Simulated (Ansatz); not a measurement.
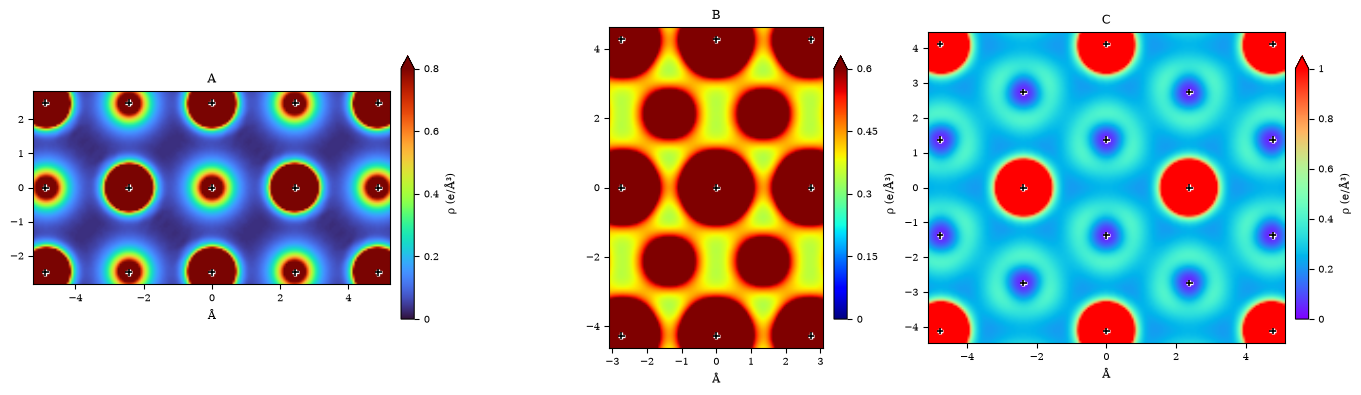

The valence charge density (pseudo) of 3 systems, each on a plane through atoms (crosses mark nuclei in the plane).

The calculation used DFT, PBEsol, PAW with Ansatz's default frozen-core files, scalar-relativistic (Ansatz 0.2.0).

System 1: TiSi$_{2}$, the (001) plane of the conventional cell. Space group Fddd; changed on purpose from its base cell (zz strain of +2 %, PAW files); computed pressure about −5 GPa in this cell; computed without spin polarisation.

System 2: Os, the (010) plane of the conventional cell. Space group P6₃/mmc; changed on purpose from its base cell (zz strain of -1 %, PAW files); computed without spin polarisation.

System 3: NaH, the (110) plane of the conventional cell. Space group I4/mmm; changed on purpose from its base cell (equal xx and yy strain of +2 %, PAW files).

```
CELL_PARAMETERS angstrom
2.48880 -2.48880 0.00000
2.48880 2.48880 0.00000
0.00000 0.00000 4.88000
ATOMIC_POSITIONS crystal
Na 0.00000 0.00000 0.00000
Na 0.50000 0.50000 0.50000
H 0.50000 0.50000 0.00000
H 0.00000 0.00000 0.50000
```

> Match each panel to its system.

Panel A is system 3, NaH: the plane holds Na and H. Na–H (2.44 Å): ρ at the midpoint is about 0.08 e/Å³. Panel B is system 2, Os: the plane holds Os. Os–Os (2.73 Å): the density is about 0.45 e/Å³ at the midpoint. Panel C is system 1, TiSi$_{2}$: the plane holds Ti and Si. Ti–Si (2.75 Å): the density is about 0.26 e/Å³ at the midpoint.
